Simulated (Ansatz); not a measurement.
A series of calculations on CdTe

Part 1: Relaxation

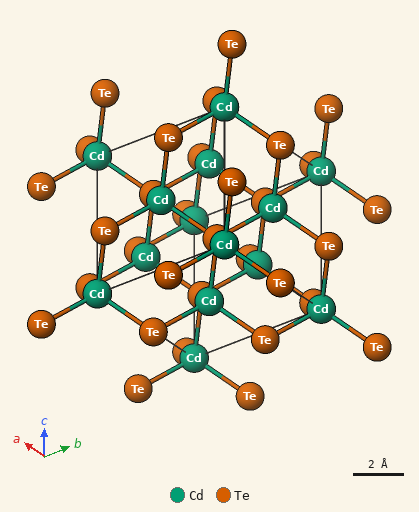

Crystalline CdTe (set up in F-43m), before the relaxation. Style: ball-and-stick. Shown: the conventional cell (4 times the calculation's cell), from a free direction. Lengths and directions refer to the drawn axes.

Theory: Ansatz, DFT PBEsol, scalar-relativistic, plane waves, PAW.

Input
```yaml
crystal:
  lattice:
    - [0.0, 3.205, 3.205]
    - [3.205, 0.0, 3.205]
    - [3.205, 3.205, 0.0]
  atoms:
    - { symbol: Cd, position: [0.0, 0.0, 0.0] }
    - { symbol: Te, position: [0.75, 0.75, 0.75] }
basis:
  ecutwfc: 420
kpoints:
  mp_grid: { grid: [8, 8, 8] }
hamiltonian:
  xc: pbesol
scf:
  occupations: { method: gaussian, width: 0.02 }
output:
  forces: true
  stress: true
  eigenvalues: true
relax:
  adjacent_minimum: "off"
  f_tol: 0.005
  max_steps: 80
  cell: { stress_tol: 0.05 }
```

**What does the optimiser find from here?**

No atom moves by more than 0.005 Å relative to the cell. The volume changes by +3.8 %, with a = b = c 6.410 → 6.489 Å (+1.2 %). Near-neighbour distances that change, for instance: Cd1–Te2 2.776 → 2.810 Å. The space group stays F-43m (No. 216). After 3 accepted moves (4 points after the start) the energy has fallen by 6.2 meV per atom. All forces vanish by symmetry, so only the cell relaxes. The pressure goes from 1.67 to 0.00 GPa. The SCF was repeated once at an unchanged geometry on a basis and grid sized afresh for the cell, which shifted the energy by 0.2 meV per atom at most.

History of the run:

```json
{"step": "0", "E − E(0), meV/atom": "0.00", "pressure, GPa": "1.67", "volume, Å³/atom": "32.922", "note": ""}
{"step": "1", "E − E(0), meV/atom": "-3.96", "pressure, GPa": "-0.82", "volume, Å³/atom": "34.885", "note": ""}
{"step": "2", "E − E(0), meV/atom": "-5.97", "pressure, GPa": "-0.06", "volume, Å³/atom": "34.211", "note": ""}
{"step": "3", "E − E(0), meV/atom": "-5.99", "pressure, GPa": "0.00", "volume, Å³/atom": "34.160", "note": ""}
{"step": "4", "E − E(0), meV/atom": "-6.21", "pressure, GPa": "0.00", "volume, Å³/atom": "34.160", "note": "same geometry, new basis"}
```

After the run, drawn alike:

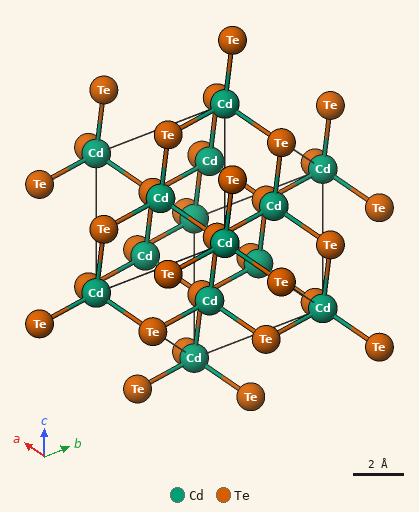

Part 2: Relaxation

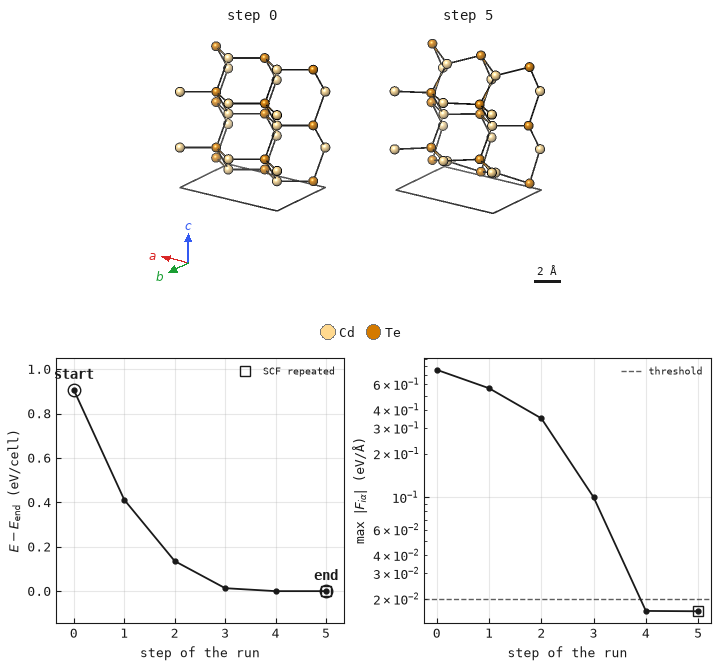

First and last geometry of a relaxation of a slab of composition CdTe (cut from the F-43m phase), with the history of the run. A ball-and-stick model of the 2 × 1 repeat of the cell, outlined in the plane, without the vacuum, seen from a free direction.

Case: (1 1 0) slab, atoms relaxed. The slab is the (1 1 0) face of CdTe.

Theory: Ansatz 0.2.0, DFT PBEsol, scalar-relativistic, plane waves, PAW. (plane-wave cutoff 420 eV; k-point mesh 6 × 4 × 1; occupations gaussian; smearing width 0.05 eV; no spin polarisation; dipole correction; atoms relaxed in a fixed cell; force threshold 0.02 eV/Å; at most 60 steps)

Q: What do the curves and the structures tell?

A: It converged. The largest moves relative to the layer's centre, 0.69 Å, are those of Cd atoms. Largest moves by element: Cd 0.69 Å, Te 0.21 Å. The lattice vectors keep their values. Among the contacts that change: Cd–Te 2.810 → 2.755 Å, Cd–Te 2.810 → 2.842 Å, Cd–Te 2.810 → 2.786 Å, Cd–Te 2.810 → 2.820 Å. Among the angles between lasting bonds that change: Cd–Te–Cd 109.5° → 89.5°, Cd–Te–Cd 109.5° → 92.8°, Te–Cd–Te 109.5° → 123.3°. After 4 accepted moves (5 points after the start) the energy has fallen by 0.906 eV per cell of the calculation. Largest force component: 0.75 eV/Å at the start, 0.016 eV/Å at the end. 1 step only repeated the SCF at the same geometry. The run took roughly 8 core-minutes on a shared host.

Part 3: A change

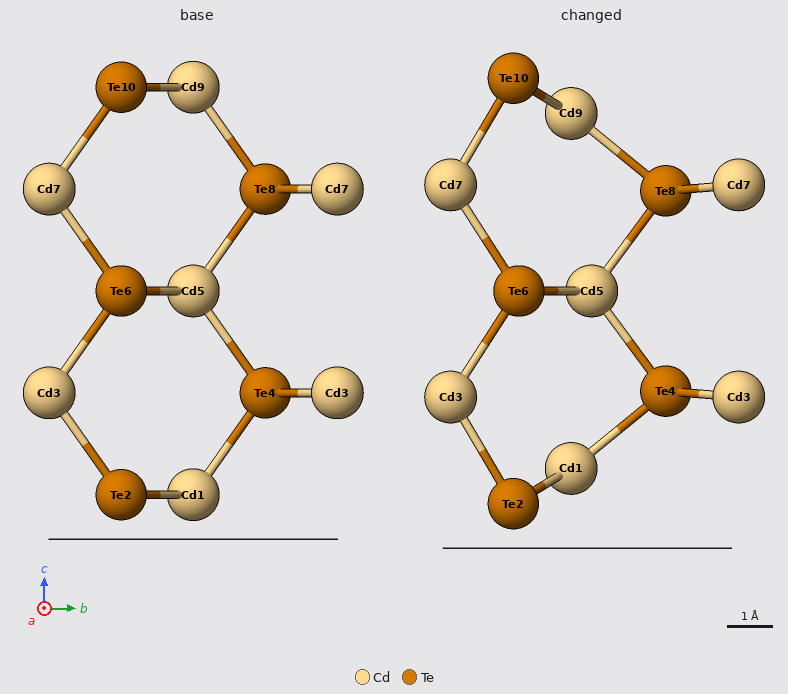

Left: a (1 1 0) slab of CdTe as cut from the relaxed bulk. Right: the same structure after one change, at the same scale. A ball-and-stick model of the cell of the calculation, outlined in the plane, without the vacuum, seen along the a axis.

Theory: DFT PBEsol, scalar-relativistic, plane waves, PAW (Ansatz). Settings: plane-wave cutoff 420 eV; occupations gaussian; no spin polarisation. The k-mesh is chosen for each cell (8×8×8, 6×4×1). Smearing widths differ between the runs.

The atoms of the slab are relaxed at the bulk's in-plane cell.

### And its effect?

The surface energy (mean of the two faces) falls from 0.52 to 0.27 J/m². The top spacing, between the CdTe and CdTe planes, goes from 2.29 to 2.07 Å (−9.7 %), the bottom one (CdTe to CdTe) from 2.29 to 2.07 Å (−9.7 %). The top plane rumples by 0.79 Å. The cell stays as it was. The largest moves relative to the layer's centre, 0.69 Å, are those of Cd1 and Cd9. Cd1 goes at 32° to the normal (+c side). By element the largest moves are Cd 0.69 Å, Te 0.21 Å. Some distances before and after: Cd–Te 2.810 → 2.752 to 2.842 Å.
